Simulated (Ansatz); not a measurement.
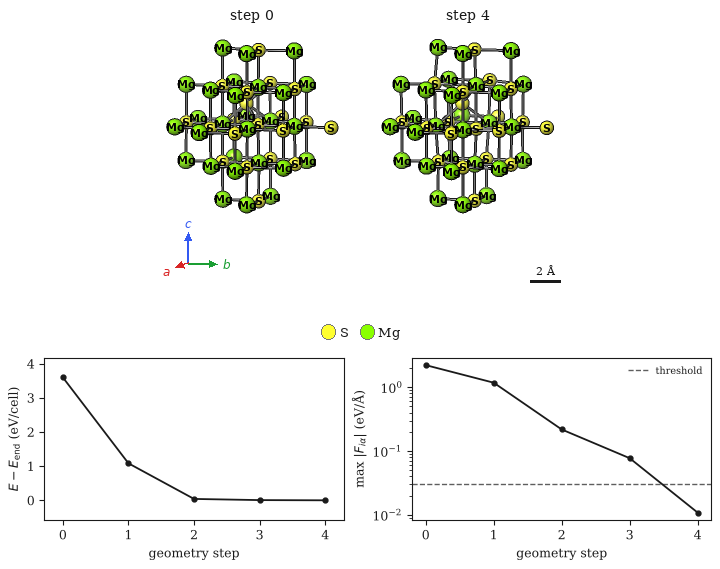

First and last geometry of a relaxation of a defect cell of composition S33Mg32 (cell charge +1), with the history of the run. A ball-and-stick model of the atoms within 5.8 Å of the atom that moves most (axes of the cell of the calculation (origin shifted)), seen slightly off an axis.

Method: Ansatz, DFT, PBEsol, PAW, plane waves. (plane-wave cutoff 420 eV; k-point mesh 1 × 1 × 1; mesh shifted by (0.25, 0.25, 0.25); collinear spin; atoms relaxed in a fixed cell; force threshold 0.03 eV/Å; at most 80 steps)

### What do the curves and the structures tell?

It converged. An S atom moves most: 0.36 Å roughly along [1 1 −1]. By element the largest moves are S 0.36 Å, Mg 0.26 Å. The cell doesn't change. Among the contacts that change: Mg–S 2.577 → 2.954 Å, Mg–S 2.540 → 2.914 Å, S–S 2.208 → 2.569 Å, Mg–S 2.571 → 2.921 Å. Bond angles that change, for instance: Mg–S–Mg 88.8° → 97.8°, Mg–S–Mg 88.7° → 96.9°, Mg–S–Mg 180.0° → 172.8°. The energy falls by 3.599 eV per cell of the calculation in 4 geometry steps. Largest force component: 2.2 eV/Å at the start, 0.011 eV/Å at the end.

Limits of the set-up: the cell is charged, on a uniform background, and energies carry no finite-size correction.
